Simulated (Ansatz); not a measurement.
```
C
1.0
     4.25761    0.00000    0.00000
     0.00000    4.25761    0.00000
     0.00000    0.00000    1.26866
C
1
Direct
  0.50000 0.50000 0.50000
```

Space group P4/mmm; a generated structure, not necessarily the stable one.

The calculation used Kohn-Sham DFT of a periodic cell, PBEsol0, Ansatz PAW in Ansatz 0.2.0.

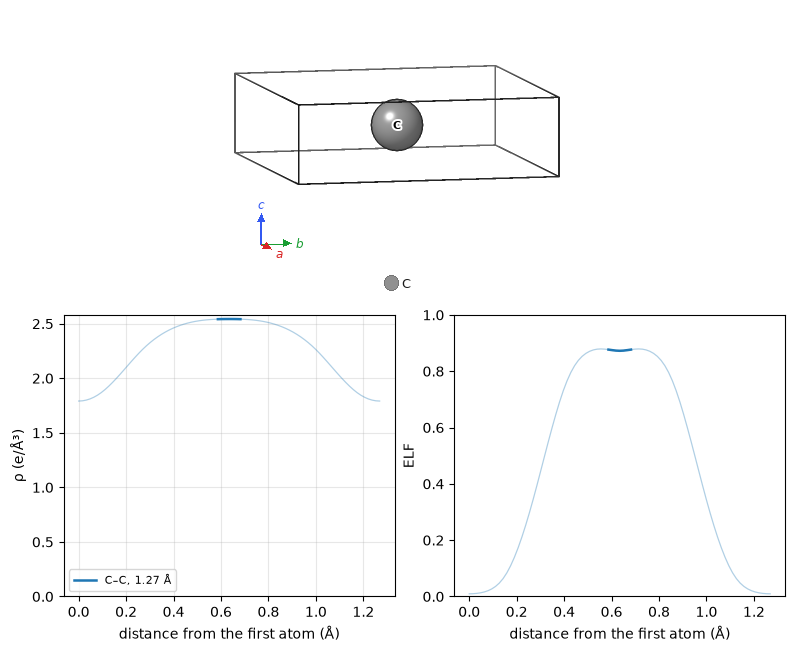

C. Valence charge density (pseudo) and ELF along straight lines between neighbouring atoms. Thin, pale parts lie inside the atomic spheres. The structure is drawn too.

In a PAW calculation such maps are meaningful between the atoms, not at the nuclei.

What can be read from the curves?

Answer. C–C (1.27 Å): the density is about 2.5 e/Å³ at the midpoint; the ELF peaks at about 0.90 between the atoms (inside overlapping PAW spheres, so only a guide): a short, multiple covalent bond.
